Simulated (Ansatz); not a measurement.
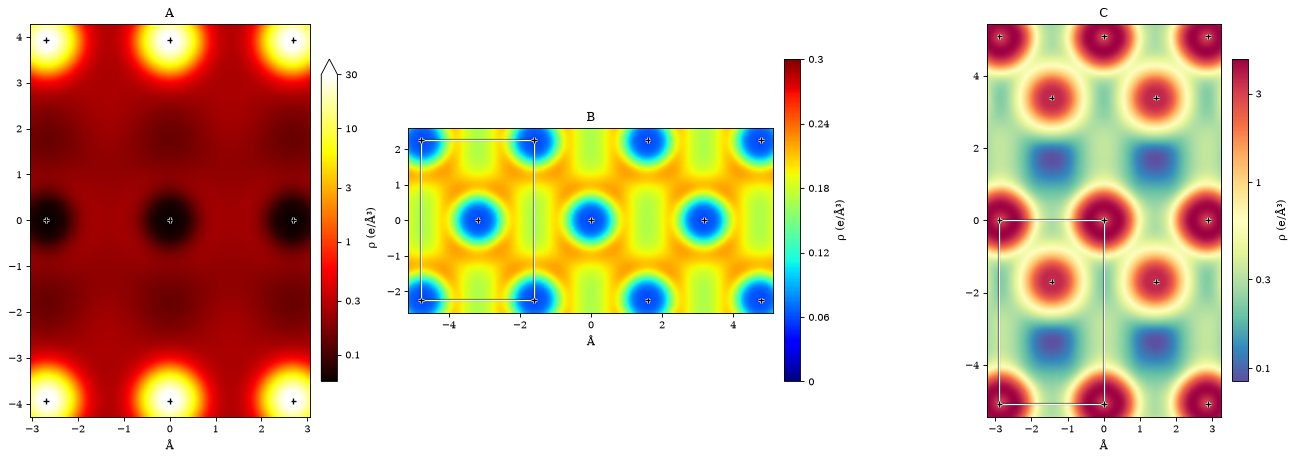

The valence charge density (pseudo) of 3 systems, each on a plane through atoms (crosses mark nuclei in the plane).

All numbers below come from DFT r2SCAN, scalar-relativistic, plane waves, PAW in Ansatz 0.2.0.

System 1: TaN, the (110) plane of the conventional cell. Space group P-6m2.

System 2: Al₃Fe, the (010) plane of the conventional cell. Space group P4/mmm; spin-polarised.

System 3: Al, the (101) plane of the conventional cell. Space group Im-3m; a structure from a database of computed crystals, not necessarily the ambient phase; computed without spin polarisation.

```
CELL_PARAMETERS angstrom
3.18874 0.00000 0.00000
0.00000 3.18874 0.00000
0.00000 0.00000 3.18874
ATOMIC_POSITIONS crystal
Al 0.00000 0.00000 0.00000
Al 0.50000 0.50000 0.50000
```

Question: Which map belongs to which system?

Answer: Panel A is system 2, Al₃Fe: the plane holds Al and Fe. Al–Al (2.70 Å): ρ at the midpoint is about 0.24 e/Å³. Panel B is system 3, Al: the plane holds Al. Al–Al (2.76 Å): the density is about 0.21 e/Å³ at the midpoint. Panel C is system 1, TaN: the plane holds Ta and N. Ta–N (2.23 Å): the density is about 0.54 e/Å³ at the midpoint.
